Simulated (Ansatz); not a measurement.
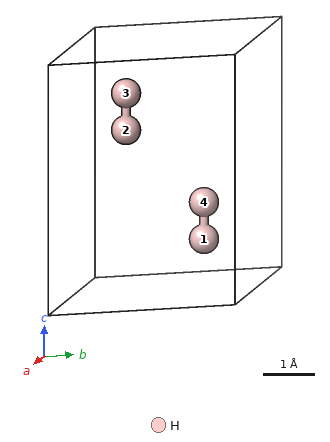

Figure 1. The input geometry (ball-and-stick view of the cell of the calculation, seen slightly off an axis; atoms are numbered from 1 in the order of the input). Near neighbours in the crystal (not all of them lie inside the picture): H has 1 H at 0.74 Å.

## Geometry relaxation, with input and output: H (part 1 of 2)

The run: geometry relaxation of H (P6₃/mmc, 4 atoms in the cell). Method and program: DFT r2SCAN, scalar-relativistic, plane waves, PAW, no spin polarisation (Ansatz 0.2.0).

The structure derives from a Materials Project entry. Figures and captions count atoms from 1; the log counts them from 0 in places.

**Input**
```yaml
crystal:
  lattice:
    - [3.8401304226, 0.0, 0.0]
    - [-1.9200652113, 3.3256504998, 0.0]
    - [0.0, 0.0, 5.04666155]
  atoms:
    - { symbol: H, position: [0.33333333, 0.66666667, 0.17649588] }
    - { symbol: H, position: [0.66666667, 0.33333333, 0.67649588] }
    - { symbol: H, position: [0.66666667, 0.33333333, 0.82350412] }
    - { symbol: H, position: [0.33333333, 0.66666667, 0.32350412] }
basis:
  ecutwfc: 500
kpoints:
  mp_grid: { grid: [9, 9, 6] }
hamiltonian:
  xc: r2scan
scf:
  occupations: { method: gaussian, width: 0.02 }
output:
  forces: true
  stress: true
  eigenvalues: true
  write_density: true
  write_potential: true
  elf: true
  volumetric_format: npy
relax:
  adjacent_minimum: "off"
  f_tol: 0.005
  max_steps: 80
  cell: { stress_tol: 0.05 }
```

Run on 1 thread of Arm Neoverse V2, 24 GiB of memory available, shared host.

Run as:
```bash
ansatz run input.yaml --threads 1 --pin off --max-ram 2560MiB --backend cpu --events-out ev --progress --plain --runs-dir out
```

**The program's output**
```
Engine: ansatz 0.2.0, aarch64-unknown-linux-gnu
Pseudopotentials: kind: paw
Pseudopotential: H, paw, valence charge 1, recommended cutoff 500 eV (meta_gga), H.paw.azcp
Functional definition: r2SCAN
  parameter k0 = 0.174
  parameter k1 = 0.065
  parameter a1 = 4.9479
  exchange = r2scan_x(k0 = k0, k1 = k1, a1 = a1)
  correlation = r2scan_c
Crystal: 4 atoms, lattice volume = 64.451 Å³
Basis set: ecut = 500 eV, 1621 PW (Γ), exchange–correlation on 120×120×160 points (64 copies of the dense FFT grid, shifted against one another)
Bands: 6, of which v1, the nominal top of the filled ones, is band 2 counted from 1 (1 counted from 0)
Symmetry: 24 space group operations
Space group: P63/mmc (ITA 194), of the structure as read, at distance tolerance 4.0e-5 Å
k-points: 48 of 486
Non-local potential: H, projectors of the file, l = 0: 2, l = 1: 1
PAW form: soft (Blöchl's): semilocal exchange-correlation on the pseudo side does not see the compensation charge
PAW one-centre angular grid: H, 302 points (default); XC on 160 Gauss nodes
Initial density: superposition of atomic densities (neutral atoms: chi_scale 0, normalization atom), corrected by the library's trained network
Initial wavefunctions: pseudopotential atomic-orbital guess
Functional: x = r2scan, c = r2scan; τ floored in thin density (d = 2e-4 eV/Å³)
SCF iter   1: F=—  HF=-63.874945 eV  |F-HF|=—  |Δ(HF+E_count)|=         —  Δρ=1.36e-3  dr2=7.83e-4  dr2_τ=2.53e-2  ethr=1.77e-3  ⟨swp⟩=4.5  Hψ=2432  notcnv=0
preconditioner: auto → none  [insulator: Δε(μ)=9.985 eV  Ē_g=13.349 eV  σ=0.020 eV  W_gap=1.00  n_scr=2 (ndim 8)  ℏωp=9.3 eV  f_vac=0.143  D(μ)=0.00/eV (n_scr^D=0)  ε∞_Penn≈1.5]
SCF iter   2: F=—  HF=-63.768554 eV  |F-HF|=—  |Δ(HF+E_count)|=   1.06e-1  Δρ=6.31e-4  dr2=1.43e-4  dr2_τ=1.74e-5  ethr=1.96e-5  ⟨swp⟩=3.1  Hψ=1162  notcnv=0
SCF iter   3: F=—  HF=-63.768595 eV  |F-HF|=—  |Δ(HF+E_count)|=   4.14e-5  Δρ=6.07e-5  dr2=1.25e-6  dr2_τ=4.10e-7  ethr=3.58e-6  ⟨swp⟩=2.0  Hψ=577  notcnv=0
SCF iter   4: F=—  HF=-63.768622 eV  |F-HF|=—  |Δ(HF+E_count)|=   2.66e-5  Δρ=7.90e-6  dr2=2.30e-8  dr2_τ=4.09e-9  ethr=3.12e-8  ⟨swp⟩=2.0  Hψ=574  notcnv=0
iter 5 did not close the SCF: its close was put off for the readings that it lacked (scf_convergence_deferred on its scf_iter line)
SCF iter   5: F=-63.768622 eV  HF=-63.768622 eV  |F-HF|=5.60e-9  |Δ(HF+E_count)|=   1.91e-7  Δρ=1.27e-6  dr2=8.61e-10  dr2_τ=4.73e-11  ethr=5.76e-10  ⟨swp⟩=2.0  Hψ=384  notcnv=0
SCF iter   6: F=-63.768622 eV  HF=-63.768622 eV  |F-HF|=1.28e-9  |Δ(HF+E_count)|=   4.98e-9  Δρ=3.65e-7  dr2=2.78e-11  dr2_τ=9.10e-12  ethr=2.15e-11  ⟨swp⟩=4.0  Hψ=1104  notcnv=0
SCF 1 converged in 6 iterations: F = -63.768622 eV  dr2 = 2.78e-11
  greatest PAW one-centre occupation: 0.375 electrons in one spin orbital (limit 2), on the H atom at site 3 (counted from 0), in its partial waves of l = 0
relax step   1: F+E_penalty+E_count = -63.76862206 eV  Δ(F+E_penalty+E_count) = +0.000e0 eV  max|allowed force component| = 8.502e-3 eV/Å  Δτ_max = 0.0000 Å  P = +0.045 GPa  Ω = 64.451 Å³  (6 SCF iters, accepted)
Crystal: 4 atoms, lattice volume = 64.716 Å³
Basis set: ecut = 500 eV, 1633 PW (Γ), exchange–correlation on 120×120×160 points (64 copies of the dense FFT grid, shifted against one another)
Initial density: handed on by an earlier stage of this run
Initial wavefunctions: those handed on with the density
iter 1 solved again at ethr=8.89e-7 eV; its pass at ethr=3.10e-3 eV (dr2=3.56e-5 eV) is discarded
SCF iter   1: F=—  HF=-63.768771 eV  |F-HF|=—  |Δ(HF+E_count)|=         —  Δρ=2.44e-4  dr2=3.35e-5  dr2_τ=2.99e-6  ethr=8.89e-7  ⟨swp⟩=1.8  Hψ=2982  notcnv=0
preconditioner: auto → none  [insulator: Δε(μ)=10.268 eV  Ē_g=13.720 eV  σ=0.020 eV  W_gap=1.00  n_scr=2 (ndim 8)  ℏωp=9.2 eV  f_vac=0.150  D(μ)=0.00/eV (n_scr^D=0)  ε∞_Penn≈1.5]
SCF iter   2: F=—  HF=-63.768744 eV  |F-HF|=—  |Δ(HF+E_count)|=   2.76e-5  Δρ=1.12e-4  dr2=6.50e-6  dr2_τ=3.44e-7  ethr=8.38e-7  ⟨swp⟩=2.0  Hψ=576  notcnv=0
SCF iter   3: F=—  HF=-63.768751 eV  |F-HF|=—  |Δ(HF+E_count)|=   6.80e-6  Δρ=1.29e-5  dr2=4.97e-8  dr2_τ=6.81e-9  ethr=1.63e-7  ⟨swp⟩=2.0  Hψ=384  notcnv=0
SCF iter   4: F=-63.768751 eV  HF=-63.768751 eV  |F-HF|=1.33e-9  |Δ(HF+E_count)|=   1.76e-7  Δρ=1.24e-6  dr2=4.39e-10  dr2_τ=6.04e-11  ethr=6.06e-10  ⟨swp⟩=8.9  Hψ=1863  notcnv=0
SCF 2 converged in 4 iterations: F = -63.768751 eV  dr2 = 4.39e-10
  greatest PAW one-centre occupation: 0.375 electrons in one spin orbital (limit 2), on the H atom at site 2 (counted from 0), in its partial waves of l = 0
relax step   2: F+E_penalty+E_count = -63.76875084 eV  Δ(F+E_penalty+E_count) = -1.288e-4 eV  max|allowed force component| = 2.992e-4 eV/Å  Δτ_max = 0.0013 Å  P = +0.052 GPa  Ω = 64.716 Å³  energy of the carried Pulay correction = -4.458e-5 eV  (4 SCF iters, dr2 threshold 2.43e-8 eV, accepted)
Crystal: 4 atoms, lattice volume = 68.738 Å³
Basis set: ecut = 500 eV, 1693 PW (Γ), exchange–correlation on 120×120×160 points (64 copies of the dense FFT grid, shifted against one another)
iter 1 solved again at ethr=1.92e-4 eV; its pass at ethr=3.10e-3 eV (dr2=7.67e-3 eV) is discarded
SCF iter   1: F=—  HF=-63.760521 eV  |F-HF|=—  |Δ(HF+E_count)|=         —  Δρ=3.51e-3  dr2=7.60e-3  dr2_τ=6.45e-4  ethr=1.92e-4  ⟨swp⟩=1.0  Hψ=3244  notcnv=0
preconditioner: auto → none  [insulator: Δε(μ)=10.303 eV  Ē_g=13.637 eV  σ=0.020 eV  W_gap=1.00  n_scr=2 (ndim 8)  ℏωp=9.0 eV  f_vac=0.254  D(μ)=0.00/eV (n_scr^D=0)  ε∞_Penn≈1.4]
SCF iter   2: F=—  HF=-63.767907 eV  |F-HF|=—  |Δ(HF+E_count)|=   7.39e-3  Δρ=1.64e-3  dr2=1.55e-3  dr2_τ=7.46e-5  ethr=1.90e-4  ⟨swp⟩=2.5  Hψ=579  notcnv=0
SCF iter   3: F=—  HF=-63.769471 eV  |F-HF|=—  |Δ(HF+E_count)|=   1.56e-3  Δρ=1.77e-4  dr2=9.33e-6  dr2_τ=1.24e-6  ethr=3.88e-5  ⟨swp⟩=2.0  Hψ=576  notcnv=0
SCF iter   4: F=—  HF=-63.769512 eV  |F-HF|=—  |Δ(HF+E_count)|=   4.06e-5  Δρ=8.41e-6  dr2=2.34e-8  dr2_τ=6.21e-9  ethr=9.43e-10  ⟨swp⟩=6.9  Hψ=2178  notcnv=0
SCF iter   5: F=-63.769513 eV  HF=-63.769513 eV  |F-HF|=7.96e-9  |Δ(HF+E_count)|=   6.54e-7  Δρ=1.09e-6  dr2=3.88e-10  dr2_τ=8.00e-11  ethr=5.84e-10  ⟨swp⟩=4.9  Hψ=1193  notcnv=0
SCF 3 converged in 5 iterations: F = -63.769513 eV  dr2 = 3.88e-10
  greatest PAW one-centre occupation: 0.376 electrons in one spin orbital (limit 2), on the H atom at site 3 (counted from 0), in its partial waves of l = 0
relax step   3: F+E_penalty+E_count = -63.76951275 eV  Δ(F+E_penalty+E_count) = -7.619e-4 eV  max|allowed force component| = 9.559e-2 eV/Å  Δτ_max = 0.0184 Å  P = +0.124 GPa  Ω = 68.738 Å³  energy of the carried Pulay correction = -6.978e-4 eV  (5 SCF iters, dr2 threshold 3.77e-8 eV, accepted)
Crystal: 4 atoms, lattice volume = 69.640 Å³
Basis set: ecut = 500 eV, 1729 PW (Γ), exchange–correlation on 120×120×160 points (64 copies of the dense FFT grid, shifted against one another)
iter 1 solved again at ethr=1.55e-5 eV; its pass at ethr=3.10e-3 eV (dr2=6.20e-4 eV) is discarded
SCF iter   1: F=—  HF=-63.769968 eV  |F-HF|=—  |Δ(HF+E_count)|=         —  Δρ=9.71e-4  dr2=5.98e-4  dr2_τ=3.73e-5  ethr=1.55e-5  ⟨swp⟩=1.0  Hψ=3151  notcnv=0
preconditioner: auto → none  [insulator: Δε(μ)=10.241 eV  Ē_g=13.596 eV  σ=0.020 eV  W_gap=1.00  n_scr=2 (ndim 8)  ℏωp=8.9 eV  f_vac=0.193  D(μ)=0.00/eV (n_scr^D=0)  ε∞_Penn≈1.4]
SCF iter   2: F=—  HF=-63.769703 eV  |F-HF|=—  |Δ(HF+E_count)|=   2.65e-4  Δρ=3.93e-4  dr2=1.01e-4  dr2_τ=3.62e-6  ethr=1.49e-5  ⟨swp⟩=2.8  Hψ=576  notcnv=0
SCF iter   3: F=—  HF=-63.769748 eV  |F-HF|=—  |Δ(HF+E_count)|=   4.51e-5  Δρ=4.23e-5  dr2=6.42e-7  dr2_τ=6.36e-8  ethr=2.52e-6  ⟨swp⟩=2.7  Hψ=576  notcnv=0
SCF iter   4: F=-63.769750 eV  HF=-63.769750 eV  |F-HF|=4.16e-8  |Δ(HF+E_count)|=   2.25e-6  Δρ=4.58e-6  dr2=6.94e-9  dr2_τ=7.67e-10  ethr=1.00e-8  ⟨swp⟩=10.5  Hψ=2133  notcnv=0
SCF 4 converged in 4 iterations: F = -63.769750 eV  dr2 = 6.94e-9
relax step   4: F+E_penalty+E_count = -63.76975007 eV  Δ(F+E_penalty+E_count) = -2.373e-4 eV  max|allowed force component| = 2.333e-2 eV/Å  Δτ_max = 0.0027 Å  P = +0.032 GPa  Ω = 69.640 Å³  energy of the carried Pulay correction = -8.389e-4 eV  (4 SCF iters, dr2 threshold 4.00e-7 eV, accepted)
Crystal: 4 atoms, lattice volume = 70.694 Å³
Basis set: ecut = 500 eV, 1777 PW (Γ), exchange–correlation on 120×120×160 points (64 copies of the dense FFT grid, shifted against one another)
iter 1 solved again at ethr=1.51e-5 eV; its pass at ethr=3.10e-3 eV (dr2=6.02e-4 eV) is discarded
SCF iter   1: F=—  HF=-63.769769 eV  |F-HF|=—  |Δ(HF+E_count)|=         —  Δρ=9.43e-4  dr2=5.74e-4  dr2_τ=4.19e-5  ethr=1.51e-5  ⟨swp⟩=1.0  Hψ=3132  notcnv=0
preconditioner: auto → none  [insulator: Δε(μ)=10.235 eV  Ē_g=13.569 eV  σ=0.020 eV  W_gap=1.00  n_scr=2 (ndim 8)  ℏωp=8.8 eV  f_vac=0.199  D(μ)=0.00/eV (n_scr^D=0)  ε∞_Penn≈1.4]
SCF iter   2: F=—  HF=-63.769575 eV  |F-HF|=—  |Δ(HF+E_count)|=   1.94e-4  Δρ=4.11e-4  dr2=1.04e-4  dr2_τ=4.43e-6  ethr=1.43e-5  ⟨swp⟩=2.2  Hψ=576  notcnv=0
SCF iter   3: F=—  HF=-63.769663 eV  |F-HF|=—  |Δ(HF+E_count)|=   8.73e-5  Δρ=4.91e-5  dr2=8.62e-7  dr2_τ=9.37e-8  ethr=2.61e-6  ⟨swp⟩=2.0  Hψ=576  notcnv=0
SCF iter   4: F=—  HF=-63.769666 eV  |F-HF|=—  |Δ(HF+E_count)|=   3.40e-6  Δρ=4.99e-6  dr2=8.26e-9  dr2_τ=1.01e-9  ethr=8.50e-10  ⟨swp⟩=10.0  Hψ=2102  notcnv=0
SCF iter   5: F=-63.769666 eV  HF=-63.769666 eV  |F-HF|=1.72e-9  |Δ(HF+E_count)|=   4.88e-8  Δρ=3.24e-7  dr2=2.09e-11  dr2_τ=1.21e-11  ethr=2.06e-10  ⟨swp⟩=4.7  Hψ=1155  notcnv=0
SCF 5 converged in 5 iterations: F = -63.769666 eV  dr2 = 2.09e-11
relax step   5: F+E_penalty+E_count = -63.76966597 eV  Δ(F+E_penalty+E_count) = +8.409e-5 eV  max|allowed force component| = 1.125e-2 eV/Å  Δτ_max = 0.0041 Å  P = +0.009 GPa  Ω = 70.694 Å³  energy of the carried Pulay correction = -1.002e-3 eV  (5 SCF iters, accepted)
Crystal: 4 atoms, lattice volume = 70.711 Å³
iter 1 solved again at ethr=5.32e-8 eV; its pass at ethr=3.10e-3 eV (dr2=2.13e-6 eV) is discarded
SCF iter   1: F=—  HF=-63.769669 eV  |F-HF|=—  |Δ(HF+E_count)|=         —  Δρ=7.10e-5  dr2=2.19e-6  dr2_τ=1.80e-7  ethr=5.32e-8  ⟨swp⟩=1.3  Hψ=2987  notcnv=0
preconditioner: auto → none  [insulator: Δε(μ)=10.210 eV  Ē_g=13.560 eV  σ=0.020 eV  W_gap=1.00  n_scr=2 (ndim 8)  ℏωp=8.8 eV  f_vac=0.179  D(μ)=0.00/eV (n_scr^D=0)  ε∞_Penn≈1.4]
SCF iter   2: F=—  HF=-63.769668 eV  |F-HF|=—  |Δ(HF+E_count)|=   6.46e-7  Δρ=2.91e-5  dr2=3.48e-7  dr2_τ=2.88e-8  ethr=5.32e-8  ⟨swp⟩=2.0  Hψ=384  notcnv=0
SCF iter   3: F=-63.769668 eV  HF=-63.769668 eV  |F-HF|=2.64e-9  |Δ(HF+E_count)|=   1.80e-8  Δρ=1.70e-6  dr2=7.41e-10  dr2_τ=7.58e-11  ethr=1.98e-10  ⟨swp⟩=5.4  Hψ=1228  notcnv=0
SCF 6 converged in 3 iterations: F = -63.769668 eV  dr2 = 7.41e-10
relax step   6: F+E_penalty+E_count = -63.76966797 eV  Δ(F+E_penalty+E_count) = -1.995e-6 eV  max|allowed force component| = 3.615e-3 eV/Å  Δτ_max = 0.0000 Å  P = -0.007 GPa  Ω = 70.711 Å³  energy of the carried Pulay correction = -1.004e-3 eV  (3 SCF iters, dr2 threshold 7.91e-9 eV, accepted)
Initial wavefunctions: pseudopotential atomic-orbital guess (no wavefunctions were taken with the density)
iter 1 solved again at ethr=1.37e-7 eV; its pass at ethr=3.10e-3 eV (dr2=5.50e-6 eV) is discarded
SCF iter   1: F=—  HF=-63.770331 eV  |F-HF|=—  |Δ(HF+E_count)|=         —  Δρ=2.53e-4  dr2=3.05e-6  dr2_τ=3.66e-6  ethr=1.37e-7  ⟨swp⟩=3.0  Hψ=3463  notcnv=0
preconditioner: auto → none  [insulator: Δε(μ)=10.196 eV  Ē_g=13.550 eV  σ=0.020 eV  W_gap=1.00  n_scr=2 (ndim 8)  ℏωp=8.8 eV  f_vac=0.179  D(μ)=0.00/eV (n_scr^D=0)  ε∞_Penn≈1.4]
SCF iter   2: F=—  HF=-63.770990 eV  |F-HF|=—  |Δ(HF+E_count)|=   6.59e-4  Δρ=1.27e-4  dr2=6.04e-7  dr2_τ=6.20e-6  ethr=7.63e-8  ⟨swp⟩=3.6  Hψ=792  notcnv=0
SCF iter   3: F=—  HF=-63.771298 eV  |F-HF|=—  |Δ(HF+E_count)|=   3.07e-4  Δρ=2.83e-5  dr2=5.70e-8  dr2_τ=2.60e-7  ethr=1.51e-8  ⟨swp⟩=2.4  Hψ=607  notcnv=0
SCF iter   4: F=—  HF=-63.771303 eV  |F-HF|=—  |Δ(HF+E_count)|=   5.84e-6  Δρ=1.88e-6  dr2=7.78e-10  dr2_τ=6.91e-10  ethr=1.43e-9  ⟨swp⟩=2.0  Hψ=572  notcnv=0
SCF iter   5: F=-63.771303 eV  HF=-63.771303 eV  |F-HF|=2.51e-10  |Δ(HF+E_count)|=   4.70e-8  Δρ=2.49e-7  dr2=1.74e-11  dr2_τ=9.19e-12  ethr=1.00e-12  ⟨swp⟩=4.8  Hψ=1193  notcnv=0
SCF 7 converged in 5 iterations: F = -63.771303 eV  dr2 = 1.74e-11
relax step   7: F+E_penalty+E_count = -63.77130339 eV  Δ(F+E_penalty+E_count) = -1.635e-3 eV  max|allowed force component| = 2.251e-3 eV/Å  Δτ_max = 0.0000 Å  P = +0.020 GPa  Ω = 70.711 Å³  stress off target by 4.15e-2 GPa  SCF on the basis re-selected at this cell (its energy is not comparable with the rows above)  (5 SCF iters)
```
